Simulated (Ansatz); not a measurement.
# Ta₂N: one change and its effect

System: Ta₂N (P-3m1, 3 atoms in the cell).
Method of run 1: DFT PBE, scalar-relativistic, plane waves, PAW, no spin polarisation (Ansatz 0.2.0).

The structure derives from a Materials Project entry. Text and figures count atoms from 1; the logs count them from 0 in places.

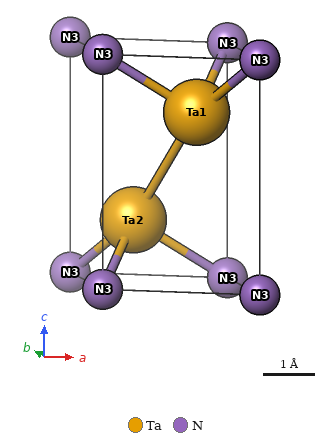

**Figure 1.** The structure (ball-and-stick view of the cell of the calculation, seen slightly off an axis; atoms are numbered from 1 in the order of the input). An atom can appear more than once, as a periodic image.

**Input, run 1**
```yaml
crystal:
  lattice:
    - [3.2561970584, 0.0, 0.0]
    - [-1.6280985292, 2.8199493723, 0.0]
    - [0.0, 0.0, 4.6377955592]
  atoms:
    - { symbol: Ta, position: [0.6666666667, 0.3333333333, 0.7449050322] }
    - { symbol: Ta, position: [0.3333333333, 0.6666666667, 0.2550949678] }
    - { symbol: "N", position: [0.0, 0.0, 0.0] }
basis:
  ecutwfc: 420
kpoints:
  mp_grid: { grid: [18, 18, 10] }
hamiltonian:
  xc: pbe
scf:
  occupations: { method: gaussian, width: 0.15 }
output:
  forces: true
  stress: true
  eigenvalues: true
```

Launched with:
```bash
ansatz run input.yaml --threads 2 --pin off --max-ram 5120MiB --backend cpu --events-out ev --progress --plain --runs-dir out
```

Hardware: 2 threads of Intel Xeon @ 2.90GHz (Ice Lake), 192 GiB of memory available, shared host.

**Output, shortened to warnings, some set-up lines, iterations and results (run 1)**
```
Basis set: ecut = 420 eV, 831 PW (Γ), exchange–correlation on 48×48×64 points (8 copies of the dense FFT grid, shifted against one another)
Symmetry: 12 space group operations
k-points: 330 of 3240
Initial density: superposition of atomic densities (neutral atoms: chi_scale 0, normalization atom), corrected by the library's trained network
[...]
SCF iter   1: F=—  HF=-20250.673518 eV  |F-HF|=—  |Δ(HF+E_count)|=         —  Δρ=5.07e-3  dr2=1.18e-2  ethr=1.77e-3  ⟨swp⟩=5.0  Hψ=29076  notcnv=0
SCF iter   2: F=—  HF=-20250.672562 eV  |F-HF|=—  |Δ(HF+E_count)|=   9.56e-4  Δρ=3.32e-3  dr2=6.37e-3  ethr=3.79e-5  ⟨swp⟩=1.1  Hψ=9282  notcnv=0
SCF iter   3: F=—  HF=-20250.671710 eV  |F-HF|=—  |Δ(HF+E_count)|=   8.52e-4  Δρ=9.04e-4  dr2=7.28e-4  ethr=2.05e-5  ⟨swp⟩=2.0  Hψ=8846  notcnv=0
SCF iter   4: F=—  HF=-20250.671555 eV  |F-HF|=—  |Δ(HF+E_count)|=   1.55e-4  Δρ=2.08e-4  dr2=1.44e-5  ethr=2.35e-6  ⟨swp⟩=2.1  Hψ=9264  notcnv=0
SCF iter   5: F=—  HF=-20250.671571 eV  |F-HF|=—  |Δ(HF+E_count)|=   1.64e-5  Δρ=6.36e-5  dr2=2.63e-6  ethr=4.64e-8  ⟨swp⟩=2.1  Hψ=10199  notcnv=0
SCF iter   6: F=—  HF=-20250.671571 eV  |F-HF|=—  |Δ(HF+E_count)|=   4.43e-7  Δρ=1.89e-5  dr2=1.74e-7  ethr=8.49e-9  ⟨swp⟩=2.2  Hψ=8963  notcnv=0
SCF iter   7: F=-20250.671571 eV  HF=-20250.671571 eV  |F-HF|=1.13e-9  |Δ(HF+E_count)|=   7.73e-9  Δρ=3.75e-6  dr2=4.01e-9  ethr=3.23e-10  ⟨swp⟩=4.9  Hψ=23477  notcnv=0
SCF 1 converged in 7 iterations: F = -20250.671571 eV  dr2 = 4.01e-9
SCF converged after 7 iterations
Free energy (F): -20250.671571 eV
Harris-Foulkes:  -20250.671571 eV  (|F-HF|=1.13e-9)
Internal energy: -20250.659158 eV  (E = F + TS)
E sigma→0 (E₀):  -20250.665364 eV
Entropy (-TS):   -0.012413 eV (-4.138 meV/atom)
Fermi energy:    18.633043 eV
--- Per-component energies (eV) ---
  E_band       = -205.705310
  E_kinetic    = 859.608166
  E_local      = -1294.445391  (includes V_loc(G=0)·N_el)
  E_nonlocal   = 72.952635
  E_hartree    = 442.328656
  E_xc         = -496.582806
  E_vxc        = -483.985833  (∫ρ·V_xc dr)
  E_paw        = -16919.889759  (= ΣΔE_a)
  E_vpaw       = -244.493127  (= ΣTr[D̂ρ^β])
  E_aug_tail   = 0.000396  (compensation charges beyond the density's cutoff)
  E_ewald      = -2914.631054
  E_smearing   = -0.012413  (= −TS)
  E_closure    = 0.000000  (closes the sum)
  Σ components = -20250.671571   (vs F -20250.671571, Δ=0.00e0)
--- Forces (eV/Å), atoms counted from 1 ---
  atom   1  Ta     0.00000000     0.00000000     0.91266069
  atom   2  Ta     0.00000000    -0.00000000    -0.91266069
  atom   3  N      0.00000000     0.00000000     0.00000000
  max |Σ_I F_I| component: 1.11e-16 eV/Å
--- Stress (GPa, compression-positive) ---
      -17.612644       0.000000       0.000000
        0.000000     -17.612644      -0.000000
        0.000000      -0.000000       3.674139
  P = ⅓ Tr σ = -10.5170 GPa (-105.170 kbar)
```

Run 2 used a changed input.

**The two runs side by side**

```csv
quantity,run 1,run 2
outcome,converged,converged
free energy per atom (eV),−6750.2239,−6750.2192
"energy per atom, smearing taken to zero (eV)",−6750.2218,−6750.2169
gap on the mesh (eV),0.00,0.00
pressure (GPa),−10.52,−16.62
volume per atom (Å³),14.20,14.57
largest force (eV/Å),0.913,0.823
SCF iterations,7,6
irreducible k-points,330,330
plane waves at Γ,831,891
wall time (shared host),6 s,8.3 s
```

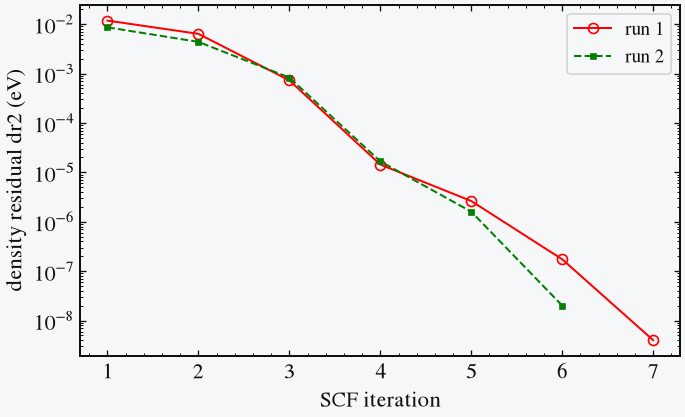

**Figure 2.** Convergence of the two runs: density residual dr2 against the SCF iteration. Run 1 takes 7 iterations in all, and run 2 takes 6.

Which change of the input explains these differences?

The change (lines with − go, lines with + come):
```diff
-    - [0.0, 0.0, 4.6377955592]
+    - [0.0, 0.0, 4.7598428107]
```

With the same functional and potentials, run 2 lies 4.7 meV per atom higher. The pressure goes from −10.52 to −16.62 GPa. The largest force goes from 0.913 to 0.823 eV/Å. The volume per atom goes from 14.20 to 14.57 Å³. The SCF takes 6 iterations against 7. The plane waves at Γ go from 831 to 891.

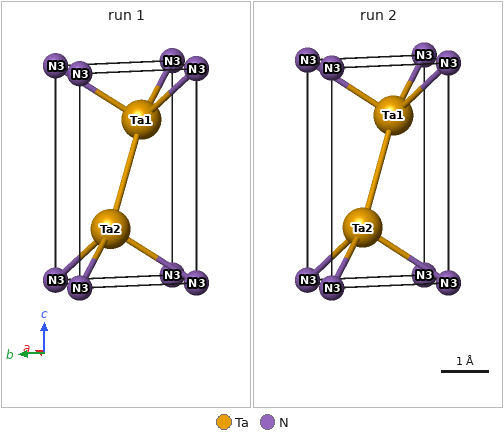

**Figure 3.** The two input geometries at one scale (ball-and-stick view of the cell of the calculation, seen at an oblique angle). No atom moves by more than 0.005 Å relative to the cell. The drawn cell changes as follows: a = b stay at 3.256 Å, c 4.638 → 4.760 Å (+2.6 %); the volume changes by +2.6 %. Among the contacts that change: Ta1–Ta2 3.022 → 3.071 Å, Ta1–N3 2.221 → 2.238 Å.

**Output, shortened to warnings, some set-up lines, iterations and results (run 2)**
```
Basis set: ecut = 420 eV, 891 PW (Γ), exchange–correlation on 48×48×64 points (8 copies of the dense FFT grid, shifted against one another)
Symmetry: 12 space group operations
k-points: 330 of 3240
Initial density: superposition of atomic densities (neutral atoms: chi_scale 0, normalization atom), corrected by the library's trained network
[...]
SCF iter   1: F=—  HF=-20250.658777 eV  |F-HF|=—  |Δ(HF+E_count)|=         —  Δρ=4.84e-3  dr2=8.63e-3  ethr=1.77e-3  ⟨swp⟩=5.0  Hψ=28829  notcnv=0
SCF iter   2: F=—  HF=-20250.658091 eV  |F-HF|=—  |Δ(HF+E_count)|=   6.86e-4  Δρ=3.06e-3  dr2=4.38e-3  ethr=2.78e-5  ⟨swp⟩=1.2  Hψ=9362  notcnv=0
SCF iter   3: F=—  HF=-20250.657738 eV  |F-HF|=—  |Δ(HF+E_count)|=   3.53e-4  Δρ=8.56e-4  dr2=8.29e-4  ethr=1.41e-5  ⟨swp⟩=2.0  Hψ=8742  notcnv=0
SCF iter   4: F=—  HF=-20250.657547 eV  |F-HF|=—  |Δ(HF+E_count)|=   1.92e-4  Δρ=2.11e-4  dr2=1.67e-5  ethr=2.67e-6  ⟨swp⟩=2.0  Hψ=9469  notcnv=0
SCF iter   5: F=—  HF=-20250.657525 eV  |F-HF|=—  |Δ(HF+E_count)|=   2.18e-5  Δρ=6.19e-5  dr2=1.60e-6  ethr=5.38e-8  ⟨swp⟩=2.0  Hψ=10085  notcnv=0
SCF iter   6: F=-20250.657525 eV  HF=-20250.657525 eV  |F-HF|=1.96e-8  |Δ(HF+E_count)|=   7.14e-8  Δρ=1.30e-5  dr2=2.01e-8  ethr=3.23e-10  ⟨swp⟩=3.6  Hψ=27741  notcnv=0
SCF 1 converged in 6 iterations: F = -20250.657525 eV  dr2 = 2.01e-8
SCF converged after 6 iterations
Free energy (F): -20250.657525 eV
Harris-Foulkes:  -20250.657525 eV  (|F-HF|=1.96e-8)
Internal energy: -20250.644128 eV  (E = F + TS)
E sigma→0 (E₀):  -20250.650826 eV
Entropy (-TS):   -0.013397 eV (-4.466 meV/atom)
Fermi energy:    18.142054 eV
--- Per-component energies (eV) ---
  E_band       = -221.910988
  E_kinetic    = 856.823066
  E_local      = -1327.005978  (includes V_loc(G=0)·N_el)
  E_nonlocal   = 72.282603
  E_hartree    = 451.348982
  E_xc         = -495.662035
  E_vxc        = -482.759989  (∫ρ·V_xc dr)
  E_paw        = -16919.448839  (= ΣΔE_a)
  E_vpaw       = -243.949034  (= ΣTr[D̂ρ^β])
  E_aug_tail   = 0.000368  (compensation charges beyond the density's cutoff)
  E_ewald      = -2888.982295
  E_smearing   = -0.013397  (= −TS)
  E_closure    = -0.000000  (closes the sum)
  Σ components = -20250.657525   (vs F -20250.657525, Δ=0.00e0)
--- Forces (eV/Å), atoms counted from 1 ---
  atom   1  Ta    -0.00000000     0.00000000     0.82346059
  atom   2  Ta     0.00000000    -0.00000000    -0.82346059
  atom   3  N      0.00000000     0.00000000     0.00000000
  max |Σ_I F_I| component: 1.11e-16 eV/Å
--- Stress (GPa, compression-positive) ---
      -21.243243       0.000000       0.000000
        0.000000     -21.243243      -0.000000
        0.000000      -0.000000      -7.364811
  P = ⅓ Tr σ = -16.6171 GPa (-166.171 kbar)
```

For both runs: Spin–orbit coupling is left out, which matters for Ta. The cell holds an odd number of electrons but the run has no spin polarisation, so a band is left half filled.
